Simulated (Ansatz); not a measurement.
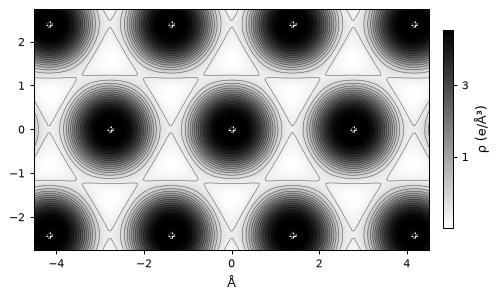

The valence electron density on a plane through atoms (crosses mark nuclei in the plane).

Method: DFT PBE, scalar-relativistic, plane waves, PAW (Ansatz 0.2.0).

Candidates:
A. C, a = 2.47 Å, b = 2.47 Å, c = 25.73 Å, α = 90.00°, β = 90.00°, γ = 120.00°. Space group R-3m; a structure from a database of computed crystals, not necessarily the ambient phase.
B. Re, a = 2.78 Å, b = 2.78 Å, c = 20.15 Å, α = 90.00°, β = 90.00°, γ = 120.00°. Space group R-3m; a structure from a database of computed crystals, not necessarily the ambient phase; computed without spin polarisation.
C. CuO, a = 2.86 Å, b = 2.86 Å, c = 5.13 Å, α = 90.01°, β = 90.01°, γ = 89.90°. Space group Cccm; changed on purpose from its base cell (volume × 0.94, shape and atoms relaxed); computed pressure about 10 GPa in this cell; computed without spin polarisation.

### Which system is this?

Candidate B: Re on the (001) plane of the conventional cell, which holds Re. Re–Re (2.78 Å): the density is about 0.41 e/Å³ at the midpoint.
